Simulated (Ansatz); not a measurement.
# I: what the fields show

The calculation's input:

```
crystal:
  lattice:
    - [0.0, 2.3173093325, 3.830025081]
    - [2.1474932061, 0.0, 3.830025081]
    - [2.1474932061, 2.3173093325, 0.0]
  atoms:
    - { symbol: I, position: [0.0, 0.0, 0.0] }
hamiltonian:
  xc: r2scan
  pseudopotentials: { kind: paw }
kpoints:
  mp_grid: { grid: [9, 9, 9] }
scf:
  occupations: { method: fermi_dirac, width: 0.05 }
output:
  forces: true
  stress: true
  eigenvalues: true
  write_density: true
  write_potential: true
  elf: true
  volumetric_format: npy
```

Run with:

```sh
ansatz run input.yaml --threads 2 --pin off --max-ram 5632MiB --backend cpu --events-out ev --progress --plain --runs-dir out
```

Below, planes, directions and counts refer to the conventional cell (a = 4.29 Å, b = 4.63 Å, c = 7.66 Å, α = 90.00°, β = 90.00°, γ = 90.00°).

Space group Fmmm; a structure from a database of computed crystals, not necessarily the ambient phase.

Theory: Kohn-Sham DFT of a periodic cell, r2SCAN, Ansatz PAW (Ansatz 0.2.0).

In a PAW calculation such maps are meaningful between the atoms, not at the nuclei.

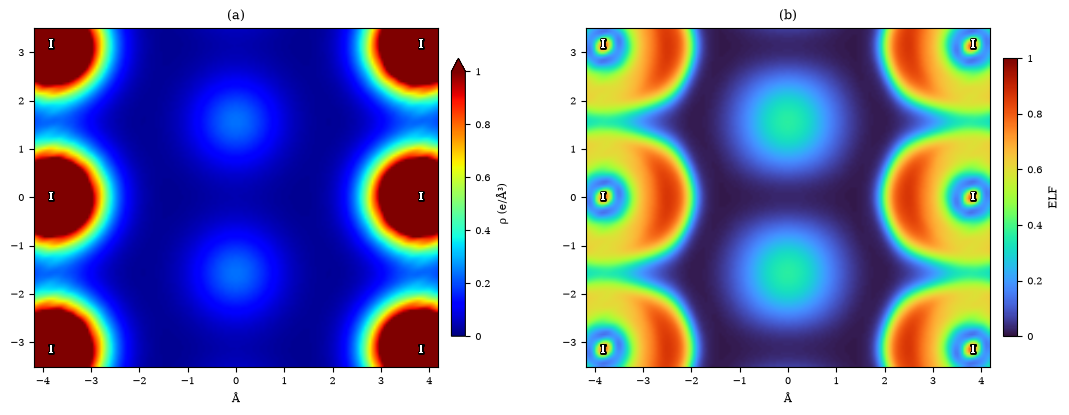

Figure 1. (a) valence charge density (pseudo); (b) electron localisation function on the (11̄0) plane of the conventional cell.

> Interpret the plot.

- Atoms in the plane: I.
- I–I (3.16 Å): ρ is about 0.22 e/Å³ halfway; the ELF is about 0.35 at the midpoint.
- Between the atoms the lowest density in this plane is 0.02 e/Å³.

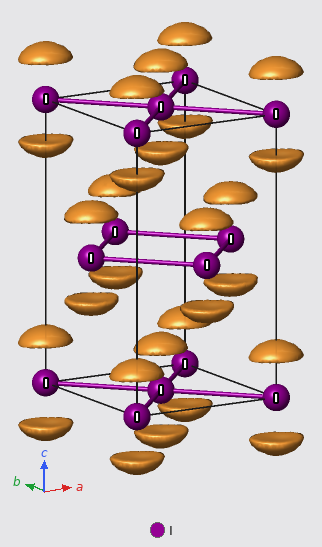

Figure 2. Isosurface of the ELF at 0.8 (orange), seen at an oblique angle. Core shells and regions of very low density are left out. Sticks mark near contacts.

> Where are the electrons localised?

At this value the surface marks out eight lobes on I, pointing away from the bonds (lone pairs), counted in one cell of 4 atoms. Regions shared between cells count once.

> Does the calculation give a band gap?

It is metallic or semimetallic at this level of theory: no gap opens.
